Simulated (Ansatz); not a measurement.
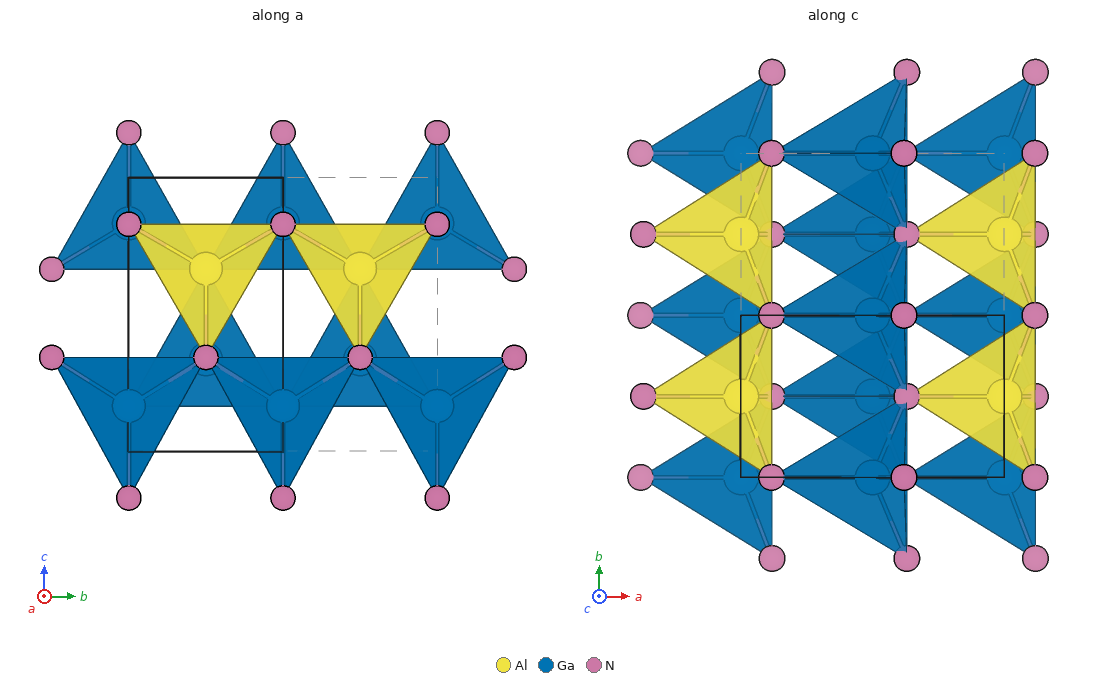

Drawn in the polyhedral manner and seen along the a axis and along the c axis. The structure is repeated 1×2×1 times; solid lines mark one conventional unit cell. A few atoms beyond the faces are included.

AlGa3N4, space group Pm (No. 6), a = 5.07 Å, b = 3.12 Å, c = 5.53 Å, α = 90.00°, β = 90.02°, γ = 90.00°.

Calculation details: DFT PBEsol, scalar-relativistic, plane waves, PAW (Ansatz); plane-wave cutoff 420 eV, a 6×8×6 sampling of the Brillouin zone, Gaussian smearing of 0.02 eV, no spin polarisation.

Classify it as metallic or gapped, with the value.

Answer. A semiconductor at this level, with a gap of 2.45 eV on the k-mesh (the true edges may lie between mesh points, so the gap can be somewhat smaller).

It derives from a structure listed in the Materials Project. It was relaxed with DFT PBEsol, scalar-relativistic, plane waves, PAW (Ansatz) under a constraint or pressure on the cell, so some stress remains.

At this level of theory the run's own cell isn't at rest (compressed, at 4 GPa), so its distances can differ from those at equilibrium, the more so the softer the solid.
